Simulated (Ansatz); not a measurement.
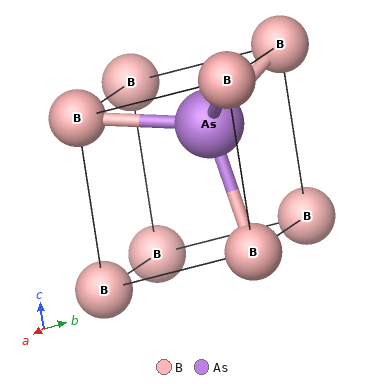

System: a slab cut from BAs (slab content B₁₁As₁₀), space group F-43m (No. 216). The picture shows the bulk cell.

Starting cell:
```
CELL_PARAMETERS angstrom
0.00000 2.38394 2.38394
2.38394 0.00000 2.38394
2.38394 2.38394 0.00000
ATOMIC_POSITIONS crystal
B 0.00000 0.00000 0.00000
As 0.75000 0.75000 0.75000
```

Input of one of the runs behind the figure:
```
crystal:
  lattice:
    - [4.7678758038, 0.0, 0.0]
    - [-2.3839379019, 5.3306472027, 0.0]
    - [0.0, 0.0, 25.6612944055]
  atoms:
    - { symbol: B, position: [0.7, 0.4, 0.2922689667] }
    - { symbol: As, position: [0.8, 0.1, 0.31304207] }
    - { symbol: B, position: [0.4, 0.8, 0.3338151734] }
    - { symbol: As, position: [0.5, 0.5, 0.3545882767] }
    - { symbol: B, position: [0.1, 0.2, 0.37536138] }
    - { symbol: As, position: [0.2, 0.9, 0.3961344833] }
    - { symbol: B, position: [0.8, 0.6, 0.4169075867] }
    - { symbol: As, position: [0.9, 0.3, 0.43768069] }
    - { symbol: B, position: [0.5, 0.0, 0.4584537933] }
    - { symbol: As, position: [0.6, 0.7, 0.4792268967] }
    - { symbol: B, position: [0.2, 0.4, 0.5] }
    - { symbol: As, position: [0.3, 0.1, 0.5207731033] }
    - { symbol: B, position: [0.9, 0.8, 0.5415462067] }
    - { symbol: As, position: [0.0, 0.5, 0.56231931] }
    - { symbol: B, position: [0.6, 0.2, 0.5830924133] }
    - { symbol: As, position: [0.7, 0.9, 0.6038655167] }
    - { symbol: B, position: [0.3, 0.6, 0.62463862] }
    - { symbol: As, position: [0.4, 0.3, 0.6454117233] }
    - { symbol: B, position: [0.0, 0.0, 0.6661848266] }
    - { symbol: As, position: [0.1, 0.7, 0.68695793] }
    - { symbol: B, position: [0.7, 0.4, 0.7077310333] }
basis:
  ecutwfc: 420
kpoints:
  mp_grid: { grid: [6, 5, 1] }
hamiltonian:
  xc: pbesol
scf:
  occupations: { method: gaussian, width: 0.05 }
output:
  forces: true
  eigenvalues: true
  write_density: true
  write_potential: true
  elf: true
  volumetric_format: npy
relax:
  adjacent_minimum: "off"
  f_tol: 0.02
  max_steps: 60
efield:
  axis: 3
  dipole_correction: true
  ramp_width: 0.04
```

Run as:
```bash
ansatz run input.yaml --threads 2 --pin off --max-ram 5120MiB --backend cpu --events-out ev --progress --plain --runs-dir out
```

Method: spacing and rumpling of the atomic planes of a slab cut from the relaxed bulk cell along the Miller plane (conventional indices), bottom to top, after all atoms relax, plane waves with PAW datasets, Γ-centred k mesh (Ansatz 0.2.0). Level: PBEsol, no spin polarisation.

- space group in which the indices count: 216
- Miller index h: 2
- Miller index k: 1
- Miller index l: 0
- top plane: B
- bottom plane: B
- planes: 21
- surface cell: (1, 1)
- slab thickness as cut: 10.66 Å
- vacuum: 15 Å
- surface area: 25.42 Å²
- surface a: 4.768 Å
- surface b: 5.839 Å
- surface angle: 114.1 °
- slab atoms: 21
- excess atoms: B1
- wave cutoff: 420 eV
- k mesh: 6×5×1
- occupations: Gaussian
- smearing width: 0.05 eV
- boundary: dipole corrected

Predict the spacing change of each pair of planes. The cases: 1–2; 2–3; 3–4; 4–5; 5–6; 6–7; 7–8; 8–9; 9–10; 10–11; 11–12; 12–13; 13–14; 14–15; 15–16; 16–17; 17–18; 18–19; 19–20; 20–21.

The least value, −0.789 Å, is that of 1–2, and the largest, 0.143 Å, that of 2–3.

```tsv
pair of planes	spacing change (Å)	spacing to next (Å)	content of the two planes
1–2	-0.789	-0.256	B and As
2–3	0.143	0.677	As and B
3–4	-0.047	0.486	B and As
4–5	-0.020	0.513	As and B
5–6	0.076	0.609	B and As
6–7	0.042	0.575	As and B
7–8	-0.074	0.459	B and As
8–9	-0.002	0.531	As and B
9–10	0.069	0.602	B and As
10–11	-0.041	0.492	As and B
11–12	-0.040	0.493	B and As
12–13	0.068	0.601	As and B
13–14	-0.001	0.532	B and As
14–15	-0.075	0.458	As and B
15–16	0.041	0.574	B and As
16–17	0.079	0.612	As and B
17–18	-0.020	0.513	B and As
18–19	-0.049	0.484	As and B
19–20	0.139	0.672	B and As
20–21	-0.785	-0.251	As and B
```

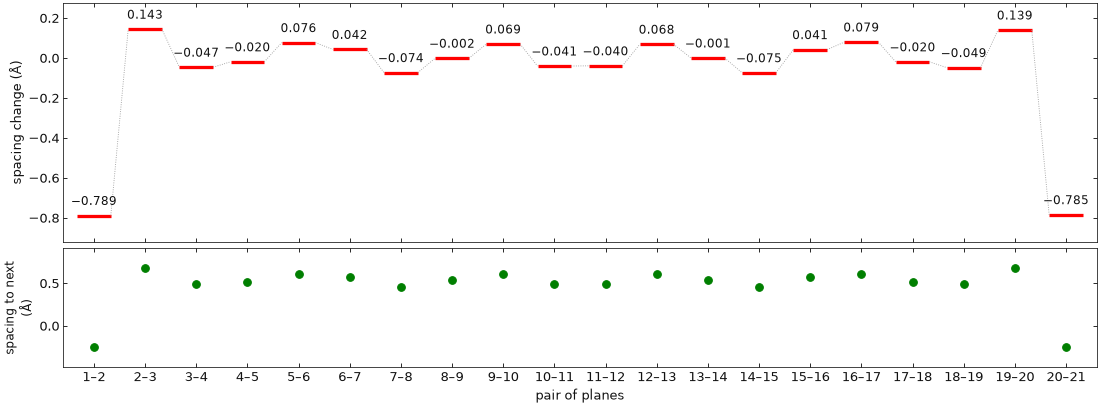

Keep in mind: polar or open-shell cut of an insulator, not reconstructed; the slab's middle relaxes too; xc potential rough in thin density.
